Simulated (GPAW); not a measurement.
**C K ELNES/XANES of rock-salt (TiC)₁₋ₓ(ZrC)ₓ at x = 1 from DFT**

Aim: the C K edge in rock-salt (TiC)₁₋ₓ(ZrC)ₓ at x = 1, one member of a composition series.

Method: X-ray absorption from dipole matrix elements to empty bands, plane-wave PAW LDA, in GPAW 26.7.0.

## 1. The structure

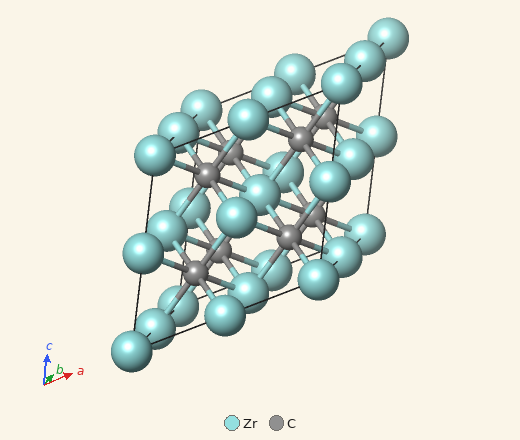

The starting structure, seen slightly off an axis (zirconium light teal, carbon grey). Bonds to atoms that aren't drawn are left out. Some periodic images of atoms are drawn too.

As a file:

```xyz
16
Lattice="0.0000 4.7000 4.7000 4.7000 0.0000 4.7000 4.7000 4.7000 0.0000" Properties=species:S:1:pos:R:3 pbc="T T T"
Zr    0.0000    0.0000    0.0000
C     2.3500    4.7000    4.7000
Zr    2.3500    2.3500    0.0000
C     4.7000    7.0500    4.7000
Zr    2.3500    0.0000    2.3500
C     4.7000    4.7000    7.0500
Zr    4.7000    7.0500    7.0500
C     7.0500    7.0500    7.0500
Zr    0.0000    2.3500    2.3500
C     2.3500    2.3500    2.3500
Zr    7.0500    4.7000    7.0500
C     4.7000    4.7000    2.3500
Zr    2.3500    2.3500    4.7000
C     4.7000    2.3500    4.7000
Zr    4.7000    4.7000    4.7000
C     7.0500    4.7000    4.7000
```

## 2. The field without a hole

The ground state comes first: it tells whether the system has a gap, which decides how the excited electron is treated.

scf.py reads:

```python
import numpy as np
from ase import Atoms
from ase.parallel import parprint, paropen
from gpaw import GPAW, PW, FermiDirac, Mixer, MixerDif, setup_paths
from gpaw.test import gen
setup_paths.insert(0, '.')
gen('C', name='nch1s', xcname='LDA', corehole=(1, 0, 0), write_xml=True)
from gpaw.mpi import world
world.barrier()

atoms = Atoms('ZrCZrCZrCZrCZrCZrCZrCZrC',
    cell=[[0, 4.7, 4.7],
     [4.7, 0, 4.7],
     [4.7, 4.7, 0]],
    scaled_positions=[[0, 0, 0],
     [0.75, 0.25, 0.25],
     [0, 0, 0.5],
     [0.75, 0.25, 0.75],
     [0, 0.5, 0],
     [0.75, 0.75, 0.25],
     [1, 0.5, 0.5],
     [0.75, 0.75, 0.75],
     [0.5, 0, 0],
     [0.25, 0.25, 0.25],
     [0.5, 1, 0.5],
     [0.25, 0.25, 0.75],
     [0.5, 0.5, 0],
     [0.25, 0.75, 0.25],
     [0.5, 0.5, 0.5],
     [0.25, 0.75, 0.75]],
    pbc=True)
atoms.calc = calc = GPAW(legacy_gpaw=True, mode=PW(500, force_complex_dtype=True), xc='LDA', setups={1: 'nch1s'},
    kpts={'size': (5, 5, 5), 'gamma': True}, occupations=FermiDirac(0.05),
    charge=0, mixer=Mixer(0.1, 5, 50), maxiter=150,
    convergence={'density': 0.0001, 'eigenstates': 1e-6}, txt='scf.txt')
energy = atoms.get_potential_energy() + calc.get_reference_energy()
ef = calc.get_fermi_level()
out = dict(energy=energy, fermi=ef, forces=atoms.get_forces().tolist())
parprint(f'all-electron energy {energy:.4f} eV, Fermi level {ef:.4f} eV')
ev = np.array([[calc.get_eigenvalues(k, s) for k in range(len(calc.get_ibz_k_points()))] for s in range(calc.get_number_of_spins())])
out['homo'], out['lumo'], out['counts'] = ev[ev < ef].max(), ev[ev > ef].min(), sorted(set((ev < ef).sum((0, 2)).tolist()))
out['filled'] = (ev[:, 0] < ef).sum(1).tolist()
import json
with paropen('out.json', 'w') as f:
    json.dump(out, f)
```

The run is started by

```sh
$ OMP_NUM_THREADS=1 mpirun -n 4 gpaw python scf.py
```

Numbers of over 12 decimals in the logs are rounded to 6 here.

Output:

```text
Input parameters:
  convergence: {density: 0.0001,
                eigenstates: 1e-06}
  kpts: {gamma: True,
         size: (5, 5, 5)}
  maxiter: 150
  mixer: {backend: pulay,
          beta: 0.1,
          method: separate,
          nmaxold: 5,
          weight: 50}
  mode: {ecut: 500.0,
         force_complex_dtype: True,
         name: pw}
  occupations: {fixmagmom: False,
                name: fermi-dirac,
                width: 0.05}
  setups: {1: nch1s}

Initialize ...

[... PAW data sets ...]

Reference energy: -790442.921876  # eV

Spin-paired calculation

[... convergence settings ...]
Symmetries present (total): 8
  [... symmetry matrices ...]

125 k-points: 5 x 5 x 5 Monkhorst-Pack grid
18 k-points in the irreducible part of the Brillouin zone
       k-points in crystal coordinates                weights
   0:     0.00000000    0.00000000    0.00000000          1/125
   1:     0.00000000    0.20000000    0.20000000          2/125
   2:     0.00000000    0.40000000    0.40000000          2/125
   3:     0.20000000   -0.40000000   -0.40000000          4/125
   4:     0.20000000    0.20000000    0.00000000          4/125
   5:     0.20000000    0.20000000    0.20000000          8/125
   6:     0.20000000    0.40000000   -0.40000000          8/125
   7:     0.20000000    0.40000000    0.20000000          8/125
   8:     0.20000000    0.40000000    0.40000000          8/125
   9:     0.40000000   -0.20000000   -0.40000000          8/125
          ...
  17:     0.40000000    0.40000000    0.40000000          8/125

Wave functions: Plane wave expansion
  Cutoff energy: 500.000 eV
  Number of coefficients (min, max): 5209, 5284
  Pulay-stress correction: 0.000000 eV/Ang^3 (de/decut=0.000000)
  Using FFTW library
  Wavefunction extrapolation:
    Improved wavefunction reuse through dual PAW basis

Occupation numbers: Fermi-Dirac:
  width: 0.0500  # eV

Eigensolver
   Davidson(niter=2)

Densities:
  Coarse grid: 35*35*35 grid
  Fine grid: 70*70*70 grid
  Total Charge: 0.000000

Density mixing:
  Method: separate
  Backend: pulay
  Linear mixing parameter: 0.1
  old densities: 5
  Width of damping distribution: 1.1
  Damping of long wavelength oscillations: 50

[... Hamiltonian set-up ...]
Number of atoms: 16
Number of atomic orbitals: 136
Number of bands in calculation: 81
Number of valence electrons: 128
Bands to converge: occupied

... initialized

Initializing position-dependent things.

Density initialized from atomic densities
Creating initial wave functions:
  81 bands from LCAO basis set

                       Zr    C
                      C    Zr

                       C
                C     Zr   C

              Zr    C
                      C

         Zr   C
             Zr

              Zr
       Zr

Atomic positions and initial magnetic moments

Positions:
   0 Zr     0.000000    0.000000    0.000000    ( 0.0000,  0.0000,  0.0000)
   1 C      2.350000    4.700000    4.700000    ( 0.0000,  0.0000,  0.0000)
   2 Zr     2.350000    2.350000    0.000000    ( 0.0000,  0.0000,  0.0000)
   3 C      4.700000    7.050000    4.700000    ( 0.0000,  0.0000,  0.0000)
   4 Zr     2.350000    0.000000    2.350000    ( 0.0000,  0.0000,  0.0000)
   5 C      4.700000    4.700000    7.050000    ( 0.0000,  0.0000,  0.0000)
   6 Zr     4.700000    7.050000    7.050000    ( 0.0000,  0.0000,  0.0000)
[...]
13 C      4.700000    2.350000    4.700000    ( 0.0000,  0.0000,  0.0000)
  14 Zr     4.700000    4.700000    4.700000    ( 0.0000,  0.0000,  0.0000)
  15 C      7.050000    4.700000    4.700000    ( 0.0000,  0.0000,  0.0000)

Unit cell:
           periodic     x           y           z      points  spacing
  1. axis:    yes    0.000000    4.700000    4.700000    35     0.1551
  2. axis:    yes    4.700000    0.000000    4.700000    35     0.1551
  3. axis:    yes    4.700000    4.700000    0.000000    35     0.1551

  Lengths:   6.646804   6.646804   6.646804
  Angles:   60.000000  60.000000  60.000000

Effective grid spacing dv^(1/3) = 0.1692

iter:   1  -176.222715
iter:   2  -167.423334   -0.46  -0.86
iter:   3  -161.509346   -0.02  -1.01
iter:   4  -161.620080   -1.32  -1.53
iter:   5  -165.855221   -0.48  -1.53
iter:   6  -161.551908   -0.66  -1.20
iter:   7  -161.657016   -2.19  -2.29
iter:   8  -161.611637   -1.56  -2.10
iter:   9  -161.627855c  -2.52  -2.81
iter:  10  -161.652848c  -2.77  -2.52
iter:  11  -161.628958c  -3.62  -2.29
iter:  12  -161.628923c  -4.37  -2.42
iter:  13  -161.615503c  -2.41  -2.42
iter:  14  -161.613109c  -4.17  -2.83
iter:  15  -161.611855c  -4.31  -3.02
iter:  16  -161.611820c  -4.75  -3.67
iter:  17  -161.611826c  -5.88  -4.06c
iter:  18  -161.611866c  -5.48  -4.09c
iter:  19  -161.611835c  -6.17c -3.88
iter:  20  -161.611829c  -5.88  -4.28c
iter:  21  -161.611829c  -7.45c -4.57c

Converged after 21 iterations.

Dipole moment: (0.000000, -0.000000, -0.000000) |e|*Ang

Energy contributions relative to reference atoms: (reference = -790442.921876)

Kinetic:        +85.915827
Potential:     -103.925212
External:        +0.000000
XC:            -146.254232
Entropy (-ST):   -0.020674
Local:           +2.662125
SIC:             +0.000000
--------------------------
Free energy:   -161.622167
Extrapolated:  -161.611829

Showing only first 2 kpts
 Kpt  Band  Eigenvalues  Occupancy
  0    62     10.26218    0.43539
  0    63     10.26218    0.43539
  0    64     11.13016    0.00000
  0    65     11.13016    0.00000

  1    62     10.11190    1.69792
  1    63     10.27130    0.37645
  1    64     10.27131    0.37642
  1    65     10.83446    0.00001

Fermi level: 10.19822

No gap
No difference between direct/indirect transitions

Forces in eV/Ang:
  0 Zr    0.00000   -0.00000    0.00000
  1 C     0.00001   -0.00000   -0.00000
  2 Zr   -0.00000   -0.00000    0.00000
  3 C    -0.00000   -0.00001    0.00000
  4 Zr   -0.00000    0.00000   -0.00000
  5 C    -0.00000    0.00000   -0.00001
  6 Zr    0.00000   -0.00000   -0.00000
[...]
13 C    -0.00000    0.00001    0.00000
 14 Zr   -0.00000   -0.00000    0.00000
 15 C    -0.00001   -0.00000   -0.00000
Scalar-relativistic atomic LDA calculation for C (Carbon, Z=6)
Core hole in 1s state (1s occupation: 2.0)
300 radial gridpoints.
|------------------------------------------------|
|------------------------------------------------|
[... the atom generator's iteration count ...]

Energy contributions:
-------------------------
Kinetic:      +37.233774
XC:            -4.729621
Potential:    -69.944456
-------------------------
Total:        -37.440303

state      eigenvalue         ekin         rmax
-----------------------------------------------
1s^2.0 :    -9.951671    15.733548        0.175
2s^2.0 :    -0.501207     1.649369        1.216
2p^2.0 :    -0.198967     1.233970        1.191
-----------------------------------------------
(units: Bohr and Hartree)

Generating PAW setup
Kinetic energy of the core from tauc = 31.481335
Cutoffs:
rc(s)=1.200
rc(p)=1.200
rc(d)=1.200
rc(vbar)=1.080
rc(comp)=1.200
rc(nct)=1.200

Kinetic energy of the core states: 31.467096
Charge: 0.0
Core electrons: 2.0
Valence electrons: 4.0
Pseudo-core charge: 0.032813
Shape function alpha=6.944
Pseudo-electron charge 4.032078
state    eigenvalue         norm
--------------------------------
2s(2) :    -0.501207     1.045313
*s    :     0.498793
2p(2) :    -0.198967     0.954320
*p    :     0.801033
*d    :     0.000000
--------------------------------

Diagonalizing with gridspacing h=0.050

state   all-electron     PAW
-------------------------------
2s:      -0.501207    -0.501829
2p:      -0.198967    -0.199729
*d:                    0.045938
*f:                    0.074849
-------------------------------
all-electron energy -790604.5337 eV, Fermi level 10.1982 eV
```

Run time: 1.9 min. Hardware: 4 MPI ranks of Arm Neoverse V1, shared host; peak memory 0.37 GiB; 7.5 min of CPU time.

The mesh shows no gap, so the system is treated as a metal and the core electron is put at the Fermi level (neutral cell).

## 3. Cell without a hole, the energy reference

The photon energy needs a difference of total energies, so the cell and mesh of the coming hole run are first run without a hole.

scf.py, as its differences from that of step 2:

```diff
@@ -20,3 +20,3 @@
      [0.75, 0.75, 0.25],
-     [1, 0.5, 0.5],
+     [0, 0.5, 0.5],
      [0.75, 0.75, 0.75],
@@ -24,3 +24,3 @@
      [0.25, 0.25, 0.25],
-     [0.5, 1, 0.5],
+     [0.5, 0, 0.5],
      [0.25, 0.25, 0.75],
@@ -32,3 +32,3 @@
 atoms.calc = calc = GPAW(legacy_gpaw=True, mode=PW(500, force_complex_dtype=True), xc='LDA', setups={1: 'nch1s'},
-    kpts={'size': (5, 5, 5), 'gamma': True}, occupations=FermiDirac(0.05),
+    kpts={'size': (4, 4, 4), 'gamma': True}, occupations=FermiDirac(0.1),
     charge=0, mixer=Mixer(0.1, 5, 50), maxiter=150,
```

Output:

```text
Input parameters:
  convergence: {density: 0.0001,
                eigenstates: 1e-06}
  kpts: {gamma: True,
         size: (4, 4, 4)}
  maxiter: 150
  mixer: {backend: pulay,
          beta: 0.1,
          method: separate,
          nmaxold: 5,
          weight: 50}
  mode: {ecut: 500.0,
         force_complex_dtype: True,
         name: pw}
  occupations: {fixmagmom: False,
                name: fermi-dirac,
[...]
2s(2) :    -0.501207     1.045313
*s    :     0.498793
2p(2) :    -0.198967     0.954320
*p    :     0.801033
*d    :     0.000000
--------------------------------

Diagonalizing with gridspacing h=0.050

state   all-electron     PAW
-------------------------------
2s:      -0.501207    -0.501829
2p:      -0.198967    -0.199729
*d:                    0.045938
*f:                    0.074849
-------------------------------
all-electron energy -790604.5326 eV, Fermi level 10.1655 eV
[key lines of the parts left out:]
Converged after 23 iterations.
Dipole moment: (0.000000, 0.000000, 0.000000) |e|*Ang
Free energy:   -161.651918
Fermi level: 10.16550
```

The job ended after 99 s (4 MPI ranks; peak memory 0.36 GiB; 6.6 min of CPU time).

Reference energy: -790604.533 eV with the cores included.

(Part 1 of 2 ends here.)

[Banner, clock and machine lines of the logs are left out without a mark of their own.]

[Logs are printed without paths, hosts, clocks, repeated set-up lines and the standing remarks that a program may print on its own settings, such as how far it seeks lower states.]

[Hosts, paths, dates, database ids (printed as entryN), source tags and the programs' standing remarks are cut or masked in the printed files.]

[Lists of maxima count a maximum above −3 eV only where it reaches 4 % of the highest in the window and stands out from its surroundings by 2 % of it (1.5 % where it reaches 55 %); shoulders and weaker maxima are passed over, and of the rest the first, up to two pre-edge ones and the few strongest are named.]
